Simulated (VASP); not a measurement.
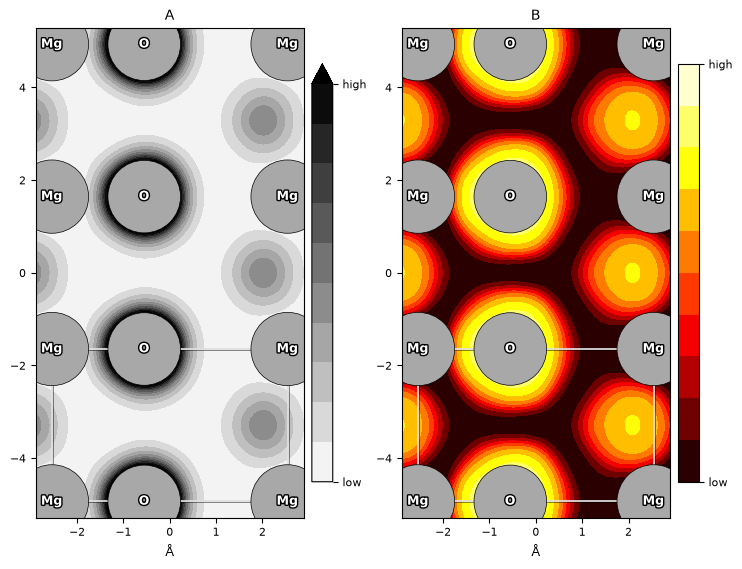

MgO: 2 fields on the (11̄0) plane of the conventional cell, with unlabelled colour scales. Grey discs cover the atomic cores.

Space group P6₃mc; started from the wurtzite prototype, which need not be the ambient phase; changed on purpose from its base cell (uniaxial z strain +1.0%).

These are results of DFT, r2SCAN, plane waves, PAW in VASP 6.6.1, not measurements.

```
Mg O
1.0
     3.28822    0.00000    0.00000
    -1.64411    2.84768    0.00000
     0.00000    0.00000    5.08471
Mg O
2 2
Direct
  0.33333 0.66667 0.99167
  0.66667 0.33333 0.49167
  0.33333 0.66667 0.38333
  0.66667 0.33333 0.88333
```

**Match the panels to the quantities (electron localisation function and valence pseudo-density).**

Panel A: valence pseudo-density. Panel B: electron localisation function. From the grid: Mg–O (1.99 Å): ρ at the midpoint is about 0.39 e/Å³; the ELF peaks at about 0.85 in the valence shell of O, 0.7 Å from its nucleus, and falls to about 0.45 next to Mg (a largely ionic contact).
